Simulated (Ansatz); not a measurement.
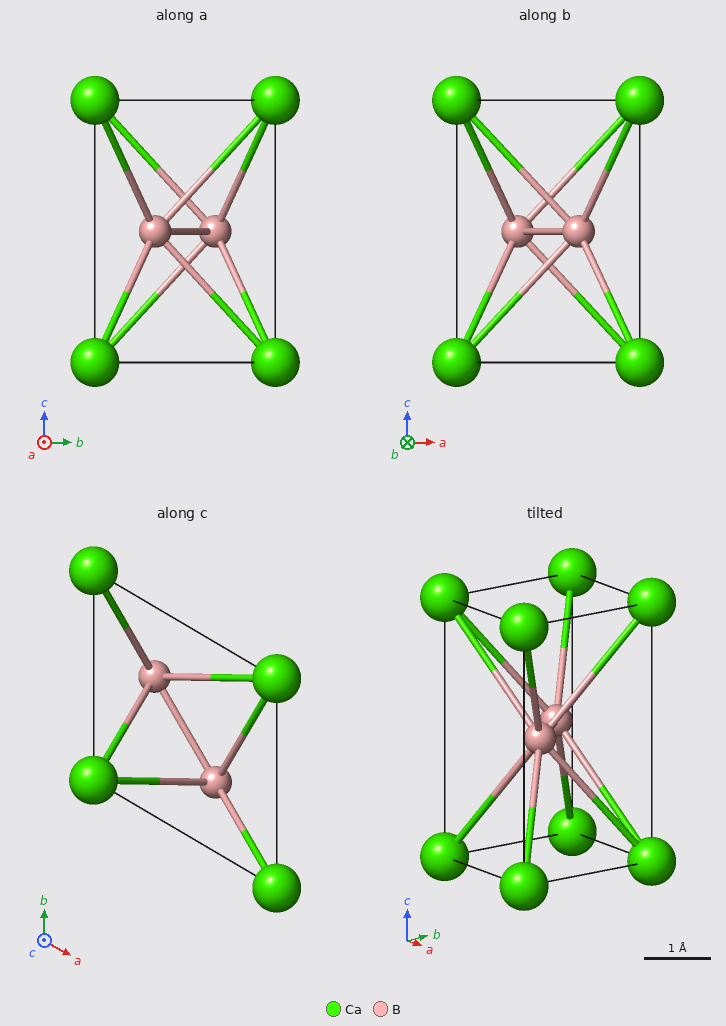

This ball-and-stick model is shown along the a axis, along the b axis, along the c axis and slightly off an axis. The frame is the unit cell; atoms at its boundary are shown with their periodic copies.

Lattice parameters: a = 3.264 Å, b = 3.216 Å, c = 4.024 Å, α = 90.00°, β = 90.00°, γ = 120.49°. Put a along x and b in the xy plane.

Convert the drawing into a POSCAR file.

Answer.
```
Ca B
1.0
     3.264    0.000    0.000
    -1.632    2.771    0.000
     0.000    0.000    4.024
Ca B
1 2
Direct
  0.0000 0.0000 0.0000
  0.3333 0.6667 0.5000
  0.6667 0.3333 0.5000
```

The cell started as a structure type filled with these elements by a generator (whether the compound takes this form wasn't checked). The cell was then strained or its atoms displaced on purpose. It was run through Ansatz as a DFT input.
